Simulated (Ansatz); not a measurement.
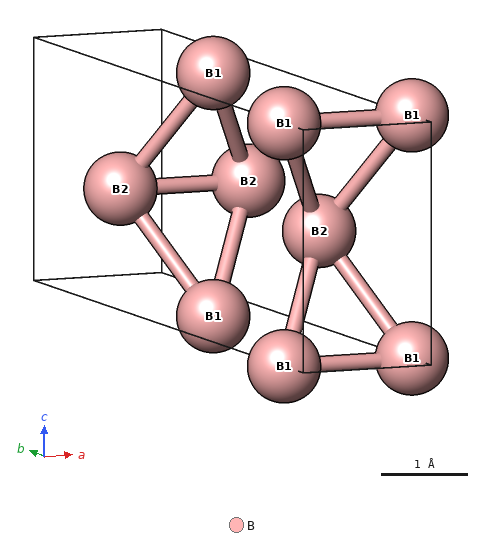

Fig. 1: The structure as given in the input (ball-and-stick view of the cell 2 times as large as that of the calculation, set on its symmetry axes, seen slightly off an axis; atoms are numbered from 1 in the order of the input). Near neighbours in the crystal (not all of them lie inside the picture): B has 6 B at 1.63 to 1.87 Å.

# B: a changed input and its effect

System: B (2 atoms in the cell).
Method of run 1: DFT, revPBE, plane waves (420 eV) with PAW, scalar-relativistic, no spin polarisation (Ansatz 0.2.0).

Text and figures count atoms from 1; the logs count them from 0 in places.

Input, run 1:
```yaml
crystal:
  lattice:
    - [-2.7751333268, 2.9605395477, 0.8039377065]
    - [2.9605395477, -2.7751333268, 0.8039377065]
    - [2.0134845177, 2.0134845177, -0.4643658732]
  atoms:
    - { symbol: B, position: [0.0714901233, 0.9285098767, 0.0] }
    - { symbol: B, position: [0.6785098767, 0.3214901233, 0.5] }
hamiltonian:
  xc: revpbe
  pseudopotentials:
    kind: paw
    azcp:
      B: "pseudopotentials/B.paw.azcp"
basis:
  ecutwfc: 420
  fft_grid_basis: typed
kpoints:
  mp_grid: { grid: [22, 22, 12], shift: [0, 0, 0] }
magnetization:
  spin_polarized: false
scf:
  occupations: { method: fermi_dirac, width: 0.1 }
  lower_state_search: "off"
output:
  stress: true
```

Hardware: 2 threads of an x86-64 CPU, shared host.

Output, shortened to warnings, some set-up lines, iterations and results (run 1):
```
Warning: crystal.lattice, of which some number shows no typed digit to judge by, misses the space group found at crystal.symmetry.tolerance 1.0e-5 by more than rounding, which is why this is a warning: the operation that it misses by the most changes a squared length by the fraction 7.39e-6, and from 1e-6 on that is taken for a strain and not for rounding. The run uses the lattice that is a …
Basis set: ecut = 420 eV, 379 PW (Γ)
Symmetry: 8 space group operations
k-points: 931 of 5808
Initial density: superposition of atomic densities (neutral atoms: chi_scale 0, normalization atom), corrected by the library's trained network
[...]
SCF iter   1: F=—  HF=-312.515281 eV  |F-HF|=—  |Δ(HF+E_count)|=         —  Δρ=1.16e-2  dr2=4.40e-2  ethr=1.77e-3  ⟨swp⟩=4.9  Hψ=46763  notcnv=0
SCF iter   2: F=—  HF=-312.506959 eV  |F-HF|=—  |Δ(HF+E_count)|=   8.32e-3  Δρ=7.11e-3  dr2=1.97e-2  ethr=7.33e-4  ⟨swp⟩=1.0  Hψ=13966  notcnv=0  defer=2
SCF iter   3: F=—  HF=-312.499190 eV  |F-HF|=—  |Δ(HF+E_count)|=   7.77e-3  Δρ=7.96e-4  dr2=1.42e-4  ethr=3.28e-4  ⟨swp⟩=2.4  Hψ=11698  notcnv=0  defer=2
SCF iter   4: F=—  HF=-312.499264 eV  |F-HF|=—  |Δ(HF+E_count)|=   7.35e-5  Δρ=1.12e-4  dr2=2.01e-6  ethr=2.36e-6  ⟨swp⟩=2.3  Hψ=9092  notcnv=0  defer=2
SCF iter   5: F=—  HF=-312.499264 eV  |F-HF|=—  |Δ(HF+E_count)|=   3.94e-7  Δρ=1.20e-5  dr2=1.62e-8  ethr=3.35e-8  ⟨swp⟩=2.2  Hψ=8380  notcnv=0  defer=25
SCF iter   6: F=-312.499264 eV  HF=-312.499264 eV  |F-HF|=8.58e-11  |Δ(HF+E_count)|=   4.39e-8  Δρ=1.20e-6  dr2=2.49e-10  ethr=2.70e-10  ⟨swp⟩=2.1  Hψ=21316  notcnv=0
SCF 1 converged in 6 iterations: F = -312.499264 eV  dr2 = 2.49e-10
SCF converged after 6 iterations
Free energy (F): -312.499264 eV
Harris-Foulkes:  -312.499264 eV  (|F-HF|=8.58e-11)
Internal energy: -312.487756 eV  (E = F + TS)
E sigma→0 (E₀):  -312.493510 eV
Entropy (-TS):   -0.011508 eV (-5.754 meV/atom)
Fermi energy:    6.448500 eV
--- Per-component energies (eV) ---
  E_band       = -4.374479
  E_kinetic    = 96.901719
  E_local      = -121.810230  (includes V_loc(G=0)·N_el)
  E_nonlocal   = 22.579637
  E_hartree    = 39.096788
  E_xc         = -63.645066
  E_vxc        = -75.330971  (∫ρ·V_xc dr)
  E_paw        = -158.734672  (= ΣΔE_a)
  E_vpaw       = -4.908302  (= ΣTr[D̂ρ^β])
  E_aug_tail   = -0.000007  (compensation charges beyond the density's cutoff)
  E_ewald      = -126.858114
  E_core_change = -0.017811  (= ΣΔE_core)
  E_smearing   = -0.011508  (= −TS)
  E_closure    = 0.000000  (closes the sum)
  Σ components = -312.499264   (vs F -312.499264, Δ=0.00e0)
--- Stress (GPa, compression-positive) ---
        0.272378      -0.368014      -0.047442
       -0.368014       0.272378      -0.047442
       -0.047442      -0.047442      -0.496115
  P = ⅓ Tr σ = 0.0162 GPa (0.162 kbar)
```

For run 2 the input was changed thus:
```diff
-    - [-2.7751333268, 2.9605395477, 0.8039377065]
-    - [2.9605395477, -2.7751333268, 0.8039377065]
-    - [2.0134845177, 2.0134845177, -0.4643658732]
+    - [-2.8116524269, 2.9994984832, 0.8145170474]
+    - [2.9994984832, -2.8116524269, 0.8145170474]
+    - [2.0399807736, 2.0399807736, -0.4704766512]
```

How does run 2 compare with run 1?

With the same functional and potentials, run 2 lies 7.4 meV per atom higher. The pressure goes from 0.02 to −6.06 GPa. The volume per atom goes from 9.53 to 9.91 Å³. The cell is scaled evenly with the atoms at fixed fractional positions, so −ΔP/Δ ln V estimates the bulk modulus midway between the two volumes: about 150 GPa. The number of SCF iterations is the same. The plane waves at Γ go from 379 to 387.

Output, shortened to warnings, some set-up lines, iterations and results (run 2):
```
Warning: crystal.lattice, of which some number shows no typed digit to judge by, misses the space group found at crystal.symmetry.tolerance 1.0e-5 by more than rounding, which is why this is a warning: the operation that it misses by the most changes a squared length by the fraction 7.39e-6, and from 1e-6 on that is taken for a strain and not for rounding. The run uses the lattice that is a …
Basis set: ecut = 420 eV, 387 PW (Γ)
Symmetry: 8 space group operations
k-points: 931 of 5808
Initial density: superposition of atomic densities (neutral atoms: chi_scale 0, normalization atom), corrected by the library's trained network
[...]
SCF iter   1: F=—  HF=-312.499208 eV  |F-HF|=—  |Δ(HF+E_count)|=         —  Δρ=1.10e-2  dr2=4.11e-2  ethr=1.77e-3  ⟨swp⟩=4.9  Hψ=46693  notcnv=0
SCF iter   2: F=—  HF=-312.491483 eV  |F-HF|=—  |Δ(HF+E_count)|=   7.72e-3  Δρ=6.72e-3  dr2=1.82e-2  ethr=6.85e-4  ⟨swp⟩=1.0  Hψ=13966  notcnv=0
SCF iter   3: F=—  HF=-312.484391 eV  |F-HF|=—  |Δ(HF+E_count)|=   7.09e-3  Δρ=7.47e-4  dr2=1.33e-4  ethr=3.04e-4  ⟨swp⟩=2.4  Hψ=11644  notcnv=0
SCF iter   4: F=—  HF=-312.484459 eV  |F-HF|=—  |Δ(HF+E_count)|=   6.82e-5  Δρ=1.06e-4  dr2=1.88e-6  ethr=2.22e-6  ⟨swp⟩=2.3  Hψ=8967  notcnv=0
SCF iter   5: F=—  HF=-312.484459 eV  |F-HF|=—  |Δ(HF+E_count)|=   6.55e-7  Δρ=1.20e-5  dr2=1.77e-8  ethr=3.14e-8  ⟨swp⟩=2.2  Hψ=8421  notcnv=0  defer=18
SCF iter   6: F=-312.484459 eV  HF=-312.484459 eV  |F-HF|=9.04e-11  |Δ(HF+E_count)|=   4.83e-8  Δρ=1.30e-6  dr2=3.29e-10  ethr=2.95e-10  ⟨swp⟩=2.1  Hψ=21427  notcnv=0
SCF 1 converged in 6 iterations: F = -312.484459 eV  dr2 = 3.29e-10
SCF converged after 6 iterations
Free energy (F): -312.484459 eV
Harris-Foulkes:  -312.484459 eV  (|F-HF|=9.04e-11)
Internal energy: -312.472457 eV  (E = F + TS)
E sigma→0 (E₀):  -312.478458 eV
Entropy (-TS):   -0.012002 eV (-6.001 meV/atom)
Fermi energy:    6.095392 eV
--- Per-component energies (eV) ---
  E_band       = -5.726154
  E_kinetic    = 95.232767
  E_local      = -122.292842  (includes V_loc(G=0)·N_el)
  E_nonlocal   = 22.371740
  E_hartree    = 39.222883
  E_xc         = -63.124778
  E_vxc        = -74.655076  (∫ρ·V_xc dr)
  E_paw        = -158.653992  (= ΣΔE_a)
  E_vpaw       = -4.828620  (= ΣTr[D̂ρ^β])
  E_aug_tail   = -0.000006  (compensation charges beyond the density's cutoff)
  E_ewald      = -125.210419
  E_core_change = -0.017811  (= ΣΔE_core)
  E_smearing   = -0.012002  (= −TS)
  E_closure    = 0.000000  (closes the sum)
  Σ components = -312.484459   (vs F -312.484459, Δ=0.00e0)
--- Stress (GPa, compression-positive) ---
       -2.845755      -2.370360      -0.862145
       -2.370360      -2.845755      -0.862145
       -0.862145      -0.862145     -12.493871
  P = ⅓ Tr σ = -6.0618 GPa (-60.618 kbar)
```

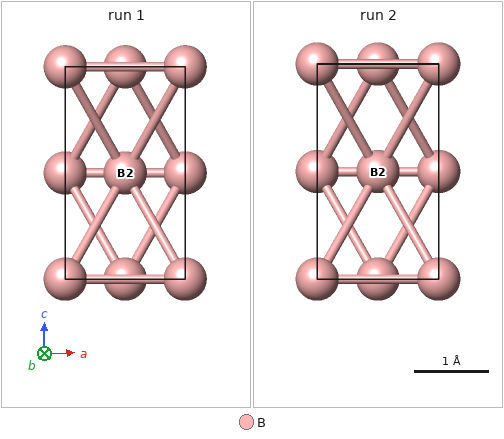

Fig. 2: The two input geometries at one scale (ball-and-stick view of the cell 2 times as large as that of the calculation, set on its symmetry axes, along the b axis). The atoms keep their places relative to the cell (all moves are under 0.005 Å). The drawn cell changes as follows: a 1.629 → 1.651 Å (+1.3 %), b 8.111 → 8.218 Å (+1.3 %), c 2.885 → 2.923 Å (+1.3 %); the volume changes by +4.0 %. Among the contacts that change: B–B 1.870 → 1.895 Å, B–B 1.629 → 1.651 Å.

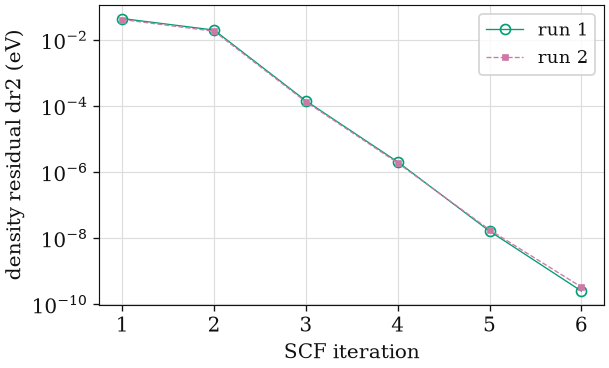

Fig. 3: Convergence of the two runs: density residual dr2 against the SCF iteration. Run 1 takes 6 iterations in all, and run 2 takes 6.

The two runs side by side:

| quantity | run 1 | run 2 |
| --- | --- | --- |
| outcome | converged | converged |
| free energy per atom (eV) | −156.2496 | −156.2422 |
| energy per atom, smearing taken to zero (eV) | −156.2468 | −156.2392 |
| pressure (GPa) | 0.02 | −6.06 |
| volume per atom (Å³) | 9.53 | 9.91 |
| SCF iterations | 6 | 6 |
| irreducible k-points | 931 | 931 |
| plane waves at Γ | 379 | 387 |
| wall time (shared host) | 3.9 s | 4.2 s |

For both runs: Warnings: the structure was made exactly symmetric.
